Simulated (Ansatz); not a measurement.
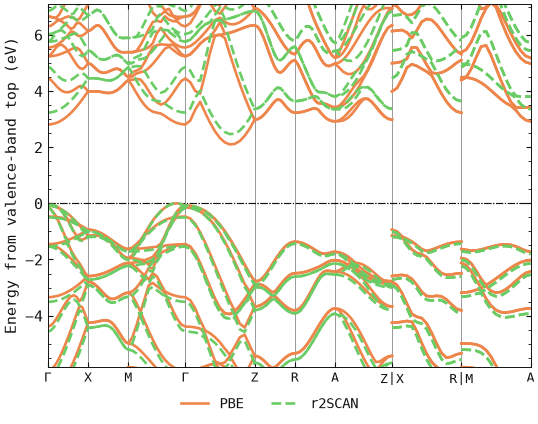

Band structures of SiC, space group P4_2/mnm (No. 136), 8 atoms in the cell, by two methods on the same cell. Each is counted from its own valence-band top.

What changes from one method to the other?

Answer. PBE gives a gap of 2.10 eV along the path and r2SCAN gives a gap of 2.46 eV along the path. Over the top 3 filled bands the two differ by 0.07 eV on average.

Settings. PBE: DFT PBE, scalar-relativistic, plane waves, PAW, no spin polarisation, 6×6×10 k mesh, 420 eV cutoff, Gaussian smearing of 0.02 eV (Ansatz 0.2.0). r2SCAN: DFT r2SCAN, scalar-relativistic, plane waves, PAW, no spin polarisation, 6×6×10 k mesh, 500 eV cutoff, Gaussian smearing of 0.02 eV (Ansatz).

The structure is an invented one, so it need not be a known or stable phase.
